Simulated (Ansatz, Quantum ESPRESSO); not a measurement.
# Band line-up of the AlN/SiC(110) superlattice, 7 + 7 layers, a = 4.302 Å, part 4 of 8

Wanted: the band alignment of the AlN/SiC(110) superlattice, 7 + 7 layers, a = 4.302 Å.

Quantum ESPRESSO 7.5; plane-wave DFT, LDA, GBRV ultrasoft pseudopotentials; geometry and cross-check by Ansatz 0.2.0 with PAW datasets.

So far. Step 3 (SCF with pw.x of bulk AlN): The run needed 8 iterations to bring the estimated error under 1e-07 Ry. Step 6 (Planar and running averages of bulk AlN): In a crystal the running mean should be flat; that of average.x keeps a ripple of 0.24 eV. The line-up therefore uses an exact Fourier window on the same potential.

**7. SCF with pw.x of bulk SiC**

System of this step: SiC, zinc blende at a = 4.302 Å. It takes space group F-43m (No. 216, cubic). Conventional cell: a = 4.302 Å, b = 4.302 Å, c = 4.302 Å, α = 90.00°, β = 90.00°, γ = 90.00°. Nearest to Si lie 4 C at 1.86 Å. C has 4 Si at 1.86 Å nearest. Farther neighbours are not listed.

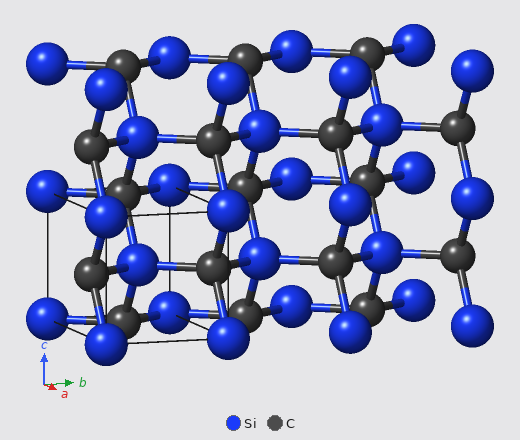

The cell of this step (silicon blue, carbon dark grey). 1×3×2 cells are drawn. Some periodic images of atoms are drawn too.

File b.in:

```
&control
  prefix = 'b'
  outdir = './out'
  pseudo_dir = './pseudo'
  calculation = 'scf'
  tprnfor = .true.
/
&system
  ibrav = 0
  nat = 4
  ntyp = 2
  ecutwfc = 40
  ecutrho = 200
  occupations = 'smearing'
  smearing = 'fd'
  degauss = 0.002
/
&electrons
  conv_thr = 1e-07
  mixing_beta = 0.5
  electron_maxstep = 120
/
ATOMIC_SPECIES
  Si  28.0850  si_lda_v1.uspp.F.UPF
  C   12.0110  c_lda_v1.2.uspp.F.UPF
CELL_PARAMETERS angstrom
  4.30200000000000 0.00000000000000 0.00000000000000
  0.00000000000000 3.04197337266453 0.00000000000000
  0.00000000000000 0.00000000000000 3.04197337266453
ATOMIC_POSITIONS crystal
  Si  0.000000000000 0.000000000000 0.000000000000
  C   0.250000000000 0.500000000000 0.000000000000
  Si  0.500000000000 0.500000000000 0.500000000000
  C   0.750000000000 0.000000000000 0.500000000000
K_POINTS automatic
  6 8 8 0 0 0
```

Command:

```sh
> OMP_NUM_THREADS=1 mpirun -n 2 pw.x -nk 2 -in b.in > b.out
```

Log:

```text
[banner, memory and clock lines left out]
Program PWSCF v.7.5 starts

          URL

     Found identity + ( -0.5000 -0.5000 -0.5000) symmetry
     This is a supercell, fractional translations are disabled
     Message from routine setup:
     using ibrav=0 with symmetry is DISCOURAGED, use correct ibrav instead

     G-vector sticks info

     bravais-lattice index     =            0
     lattice parameter (alat)  =       8.1296  a.u.
     unit-cell volume          =     268.6444 (a.u.)^3
     number of atoms/cell      =            4
     number of atomic types    =            2
     number of electrons       =        16.00
     number of Kohn-Sham states=           12
     kinetic-energy cutoff     =      40.0000  Ry
     charge density cutoff     =     200.0000  Ry
     scf convergence threshold =      1.0E-07
     mixing beta               =       0.5000
     number of iterations used =            8  plain     mixing
     Exchange-correlation= SLA  PZ   NOGX NOGC
                           (   1   1   0   0   0   0   0)

     celldm(1)=   8.129602  celldm(2)=   0.000000  celldm(3)=   0.000000
     celldm(4)=   0.000000  celldm(5)=   0.000000  celldm(6)=   0.000000

     crystal axes: (cart. coord. in units of alat)
               a(1) = (   1.000000   0.000000   0.000000 )
               a(2) = (   0.000000   0.707107   0.000000 )
               a(3) = (   0.000000   0.000000   0.707107 )

     reciprocal axes: (cart. coord. in units 2 pi/alat)
               b(1) = (  1.000000  0.000000  0.000000 )
               b(2) = (  0.000000  1.414214  0.000000 )
               b(3) = (  0.000000  0.000000  1.414214 )

     PseudoPot. # 1 for Si read from file:
     ./pseudo/si_lda_v1.uspp.F.UPF
     Pseudo is Ultrasoft + core correction, Zval =  4.0
     Generated by new atomic code, or converted to UPF format
     Using radial grid of  899 points,  6 beta functions with:
                l(1) =   0
                l(2) =   0
                l(3) =   1
                l(4) =   1
                l(5) =   2
                l(6) =   2
     Q(r) pseudized with  8 coefficients,  rinner =    0.900   0.900   0.900
                                                       0.900   0.900

     PseudoPot. # 2 for C  read from file:
     ./pseudo/c_lda_v1.2.uspp.F.UPF
     Pseudo is Ultrasoft + core correction, Zval =  4.0
     Generated by new atomic code, or converted to UPF format
     Using radial grid of  721 points,  4 beta functions with:
                l(1) =   0
                l(2) =   0
                l(3) =   1
                l(4) =   1
     Q(r) pseudized with  8 coefficients,  rinner =    1.100   1.100   1.100

     atomic species   valence    mass     pseudopotential
     Si                4.00    28.08500     Si( 1.00)
     C                 4.00    12.01100     C ( 1.00)

      8 Sym. Ops. (no inversion) found

   Cartesian axes

     site n.     atom                  positions (alat units)
         1        Si     tau(   1) = (   0.0000000   0.0000000   0.0000000  )
         2        C      tau(   2) = (   0.2500000   0.3535534   0.0000000  )
         3        Si     tau(   3) = (   0.5000000   0.3535534   0.3535534  )
         4        C      tau(   4) = (   0.7500000   0.0000000   0.3535534  )

     number of k points=    60  Fermi-Dirac smearing, width (Ry)=  0.0020
                       cart. coord. in units 2pi/alat
        k(    1) = (   0.0000000   0.0000000   0.0000000), wk =   0.0052083
        k(    2) = (   0.0000000   0.0000000   0.1767767), wk =   0.0208333
        k(    3) = (   0.0000000   0.0000000   0.3535534), wk =   0.0208333
        k(    4) = (   0.0000000   0.0000000   0.5303301), wk =   0.0208333
        k(    5) = (   0.0000000   0.0000000  -0.7071068), wk =   0.0104167
        k(    6) = (   0.0000000   0.1767767   0.1767767), wk =   0.0208333
        k(    7) = (   0.0000000   0.1767767   0.3535534), wk =   0.0416667
        k(    8) = (   0.0000000   0.1767767   0.5303301), wk =   0.0416667
        k(    9) = (   0.0000000   0.1767767  -0.7071068), wk =   0.0208333
        k(   10) = (   0.0000000   0.3535534   0.3535534), wk =   0.0208333
        k(   11) = (   0.0000000   0.3535534   0.5303301), wk =   0.0416667
        k(   12) = (   0.0000000   0.3535534  -0.7071068), wk =   0.0208333
        k(   13) = (   0.0000000   0.5303301   0.5303301), wk =   0.0208333
        k(   14) = (   0.0000000   0.5303301  -0.7071068), wk =   0.0208333
        k(   15) = (   0.0000000  -0.7071068  -0.7071068), wk =   0.0052083
        k(   16) = (   0.1666667   0.0000000   0.0000000), wk =   0.0104167
        k(   17) = (   0.1666667   0.0000000   0.1767767), wk =   0.0416667
        k(   18) = (   0.1666667   0.0000000   0.3535534), wk =   0.0416667
        k(   19) = (   0.1666667   0.0000000   0.5303301), wk =   0.0416667
        k(   20) = (   0.1666667   0.0000000  -0.7071068), wk =   0.0208333
        k(   21) = (   0.1666667   0.1767767   0.1767767), wk =   0.0416667
        k(   22) = (   0.1666667   0.1767767   0.3535534), wk =   0.0833333
        k(   23) = (   0.1666667   0.1767767   0.5303301), wk =   0.0833333
        k(   24) = (   0.1666667   0.1767767  -0.7071068), wk =   0.0416667
        k(   25) = (   0.1666667   0.3535534   0.3535534), wk =   0.0416667
        k(   26) = (   0.1666667   0.3535534   0.5303301), wk =   0.0833333
        k(   27) = (   0.1666667   0.3535534  -0.7071068), wk =   0.0416667
        k(   28) = (   0.1666667   0.5303301   0.5303301), wk =   0.0416667
        k(   29) = (   0.1666667   0.5303301  -0.7071068), wk =   0.0416667
        k(   30) = (   0.1666667  -0.7071068  -0.7071068), wk =   0.0104167
        k(   31) = (   0.3333333   0.0000000   0.0000000), wk =   0.0104167
        k(   32) = (   0.3333333   0.0000000   0.1767767), wk =   0.0416667
        k(   33) = (   0.3333333   0.0000000   0.3535534), wk =   0.0416667
        k(   34) = (   0.3333333   0.0000000   0.5303301), wk =   0.0416667
        k(   35) = (   0.3333333   0.0000000  -0.7071068), wk =   0.0208333
        k(   36) = (   0.3333333   0.1767767   0.1767767), wk =   0.0416667
        k(   37) = (   0.3333333   0.1767767   0.3535534), wk =   0.0833333
        k(   38) = (   0.3333333   0.1767767   0.5303301), wk =   0.0833333
        k(   39) = (   0.3333333   0.1767767  -0.7071068), wk =   0.0416667
        k(   40) = (   0.3333333   0.3535534   0.3535534), wk =   0.0416667
        k(   41) = (   0.3333333   0.3535534   0.5303301), wk =   0.0833333
        k(   42) = (   0.3333333   0.3535534  -0.7071068), wk =   0.0416667
[...]
14.1336  15.6734  17.6977  17.9267

          k = 0.1667 0.1768 0.5303 (  1143 PWs)   bands (ev):

    -3.7053  -1.3164   2.0285   4.2707   5.2950   7.0445   7.6220   8.2934
    14.8405  15.0656  17.5402  17.6951

          k = 0.1667 0.1768-0.7071 (  1146 PWs)   bands (ev):

    -2.4510  -2.4510   2.7796   2.7796   6.3642   6.3642   7.7872   7.7872
    14.9785  14.9785  17.3945  17.3945

          k = 0.1667 0.3536 0.3536 (  1150 PWs)   bands (ev):

    -4.0859  -0.7853   2.6760   4.1878   5.7534   6.0079   7.2470   8.1559
    14.4584  14.8107  16.7697  18.4550

          k = 0.1667 0.3536 0.5303 (  1148 PWs)   bands (ev):

    -3.1155  -0.8891   2.3548   4.3595   4.5252   6.5308   6.7802   7.3698
    13.4810  13.9289  16.4171  18.1234

          k = 0.1667 0.3536-0.7071 (  1140 PWs)   bands (ev):

    -1.9037  -1.9037   2.9894   2.9894   5.6155   5.6155   7.0779   7.0779
    13.2432  13.2432  17.0685  17.0685

          k = 0.1667 0.5303 0.5303 (  1162 PWs)   bands (ev):

    -2.1878  -0.5384   2.2122   3.6572   4.3197   6.2589   6.5842   6.7212
    12.5423  12.6072  15.3384  16.7196

          k = 0.1667 0.5303-0.7071 (  1150 PWs)   bands (ev):

    -1.1040  -1.1040   2.5389   2.5389   5.2658   5.2658   6.6983   6.6983
    12.1397  12.1397  15.5348  15.5348

          k = 0.1667-0.7071-0.7071 (  1156 PWs)   bands (ev):

    -0.5647  -0.5647   1.9181   1.9181   5.9391   5.9391   5.9652   5.9652
    11.8733  11.8733  14.8710  14.8710

          k = 0.3333 0.0000 0.0000 (  1148 PWs)   bands (ev):

    -5.1700  -3.0343   4.6744   7.0326   7.0326   7.9685   8.5721   8.5721
    12.3222  14.9453  15.3595  17.3484

          k = 0.3333 0.0000 0.1768 (  1148 PWs)   bands (ev):

    -4.9655  -2.8590   4.2578   6.5376   6.6996   7.1728   8.6432   8.9709
    12.9769  15.8603  15.8708  17.5891

          k = 0.3333 0.0000 0.3536 (  1151 PWs)   bands (ev):

    -4.3644  -2.3824   2.7975   4.7259   6.5298   7.5644   8.7951   9.0424
    13.9192  15.9350  17.4449  17.8739

          k = 0.3333 0.0000 0.5303 (  1154 PWs)   bands (ev):

    -3.4204  -1.9094   1.3857   2.8351   7.1403   8.1077   8.6881   8.8479
    14.9307  15.6446  17.2966  17.4039

          k = 0.3333 0.0000-0.7071 (  1154 PWs)   bands (ev):

    -2.3415  -2.3415   1.4481   1.4481   7.9620   7.9620   8.6095   8.6095
    15.7086  15.7086  16.8049  16.8051

          k = 0.3333 0.1768 0.1768 (  1143 PWs)   bands (ev):

    -4.7618  -2.6848   4.0922   6.0263   6.4025   7.0973   7.7002   9.3668
    13.8178  16.5475  16.5722  17.5440

          k = 0.3333 0.1768 0.3536 (  1150 PWs)   bands (ev):

    -4.1635  -2.2120   2.9357   4.8162   5.8138   7.4070   7.6117   9.1741
    14.7961  16.4226  17.4409  17.6215

          k = 0.3333 0.1768 0.5303 (  1154 PWs)   bands (ev):

    -3.2254  -1.7416   1.5738   2.9863   6.4589   7.8403   7.8896   8.4850
    15.1202  15.5277  17.0164  17.1069

          k = 0.3333 0.1768-0.7071 (  1152 PWs)   bands (ev):

    -2.1592  -2.1592   1.6254   1.6254   7.4014   7.4014   8.1060   8.1060
    15.0328  15.0328  17.2462  17.2462

          k = 0.3333 0.3536 0.3536 (  1143 PWs)   bands (ev):

    -3.5746  -1.7494   3.0211   4.4914   4.6835   6.2436   7.5362   8.5975
    14.7339  15.7566  17.7455  18.2948

          k = 0.3333 0.3536 0.5303 (  1149 PWs)   bands (ev):

    -2.6569  -1.2801   2.0904   3.3470   4.8003   6.2267   7.6359   7.6581
    13.9062  14.7236  17.6486  18.8470

          k = 0.3333 0.3536-0.7071 (  1142 PWs)   bands (ev):

    -1.6372  -1.6371   2.1031   2.1031   5.7736   5.7736   7.4355   7.4355
    13.9037  13.9037  18.1746  18.1747

          k = 0.3333 0.5303 0.5303 (  1143 PWs)   bands (ev):

    -1.7875  -0.7541   2.4673   3.2850   3.8222   5.2237   6.4885   7.1172
    13.2995  14.2044  17.2810  18.4273

          k = 0.3333 0.5303-0.7071 (  1144 PWs)   bands (ev):

    -0.8971  -0.8971   2.5044   2.5044   4.6136   4.6136   6.3253   6.3253
    13.6068  13.6068  17.4644  17.4644

          k = 0.3333-0.7071-0.7071 (  1168 PWs)   bands (ev):

    -0.4326  -0.4326   2.3167   2.3167   5.0391   5.0391   5.1715   5.1715
    13.6914  13.6914  16.8993  16.8993

          k =-0.5000 0.0000 0.0000 (  1152 PWs)   bands (ev):

    -4.2598  -4.2597   6.4192   6.4192   7.7252   7.7252   7.7252   7.7252
    13.8063  13.8063  16.1250  16.1250

          k =-0.5000 0.0000 0.1768 (  1152 PWs)   bands (ev):

    -4.0648  -4.0648   5.4851   5.4851   7.8173   7.8173   7.8395   7.8396
    14.3949  14.3949  16.9021  16.9021

          k =-0.5000 0.0000 0.3536 (  1158 PWs)   bands (ev):

    -3.5021  -3.5020   3.6085   3.6085   8.1147   8.1147   8.1400   8.1400
    15.1993  15.1993  17.5132  17.5132

          k =-0.5000 0.0000 0.5303 (  1152 PWs)   bands (ev):

    -2.6854  -2.6854   1.8184   1.8184   8.4740   8.4740   8.4848   8.4848
    15.6135  15.6135  16.8300  16.8301

          k =-0.5000 0.0000-0.7071 (  1160 PWs)   bands (ev):

    -2.1486  -2.1486   0.9366   0.9366   8.6448   8.6448   8.6449   8.6449
    15.4507  15.4507  17.0069  17.0069

          k =-0.5000 0.1768 0.1768 (  1156 PWs)   bands (ev):

    -3.8709  -3.8709   5.2211   5.2211   6.7701   6.7701   8.4175   8.4175
    15.1293  15.1293  17.4902  17.4902

          k =-0.5000 0.1768 0.3536 (  1152 PWs)   bands (ev):

    -3.3115  -3.3115   3.7296   3.7296   6.7004   6.7004   8.6332   8.6332
    15.8394  15.8394  17.2605  17.2605

          k =-0.5000 0.1768 0.5303 (  1150 PWs)   bands (ev):

    -2.5017  -2.5017   1.9969   1.9969   7.2531   7.2531   8.5748   8.5748
    15.6525  15.6526  17.0934  17.0940

          k =-0.5000 0.1768-0.7071 (  1156 PWs)   bands (ev):

    -1.9723  -1.9723   1.1310   1.1310   7.7059   7.7059   8.3356   8.3356
    15.5894  15.5894  16.5976  16.5976

          k =-0.5000 0.3536 0.3536 (  1148 PWs)   bands (ev):

    -2.7632  -2.7632   3.7193   3.7193   5.2401   5.2401   8.5078   8.5078
    15.2815  15.2815  18.7146  18.7151

          k =-0.5000 0.3536 0.5303 (  1148 PWs)   bands (ev):

    -1.9762  -1.9762   2.4811   2.4811   5.4497   5.4497   7.9139   7.9139
    14.9041  14.9041  17.8076  17.8077

          k =-0.5000 0.3536-0.7071 (  1156 PWs)   bands (ev):

    -1.4708  -1.4708   1.6855   1.6855   5.9382   5.9382   7.3839   7.3839
    14.9597  14.9597  17.1795  17.1795

          k =-0.5000 0.5303 0.5303 (  1144 PWs)   bands (ev):

    -1.2351  -1.2351   2.8019   2.8019   4.2683   4.2683   6.7929   6.7929
    14.7360  14.7360  18.2733  18.2733

          k =-0.5000 0.5303-0.7071 (  1136 PWs)   bands (ev):

    -0.7762  -0.7762   2.4123   2.4123   4.5070   4.5070   6.0031   6.0031
    14.8303  14.8303  18.1570  18.1570

          k =-0.5000-0.7071-0.7071 (  1120 PWs)   bands (ev):

    -0.3605  -0.3605   2.6186   2.6186   4.5127   4.5127   4.8472   4.8472
    14.9066  14.9066  19.4652  19.4652

     the Fermi energy is    10.4210 ev

!    total energy              =     -42.39968839 Ry
     estimated scf accuracy    <          2.4E-09 Ry
     smearing contrib. (-TS)   =      -0.00000000 Ry
     internal energy E=F+TS    =     -42.39968839 Ry

     The total energy is F=E-TS. E is the sum of the following terms:
     one-electron contribution =      11.76883271 Ry
     hartree contribution      =       4.57162435 Ry
     xc contribution           =     -16.33277005 Ry
     ewald contribution        =     -42.40737541 Ry

     convergence has been achieved in   8 iterations

     Forces acting on atoms (cartesian axes, Ry/au):

     atom    1 type  1   force =     0.00000000    0.00000000    0.00000000
     atom    2 type  2   force =    -0.00000007    0.00000000    0.00000000
     atom    3 type  1   force =     0.00000000    0.00000000    0.00000000
     atom    4 type  2   force =     0.00000007    0.00000000    0.00000000

     Total force =     0.000000     Total SCF correction =     0.000010
     SCF correction compared to forces is large: reduce conv_thr to get better values

     XML data file, charge density, pseudopotentials, collected wavefunctions

                                        0.00s GPU  (     953 calls)
```

Wall time 5.6 s (2 MPI ranks of Arm Neoverse V2, shared host); peak memory 0.15 GiB; 11 s of CPU time.

Numbers from this step:

| Quantity | Value |
| --- | --- |
| free energy | -576.8771 eV |
| Fermi energy | 10.42 eV |

(Continued in part 5 of 8.)

[Logs are printed without paths, hosts, clocks, repeated set-up lines and the standing remarks that a program may print on its own settings, such as how far it seeks lower states.]

[Hosts, paths, dates, database ids (printed as entryN), source tags and the programs' standing remarks are cut or masked in the printed files.]

[Maps of the electrostatic potential energy from Ansatz leave out the sawtooth potential of an applied field or a dipole correction, so their vacuum need not be flat; planar profiles and work functions include it.]
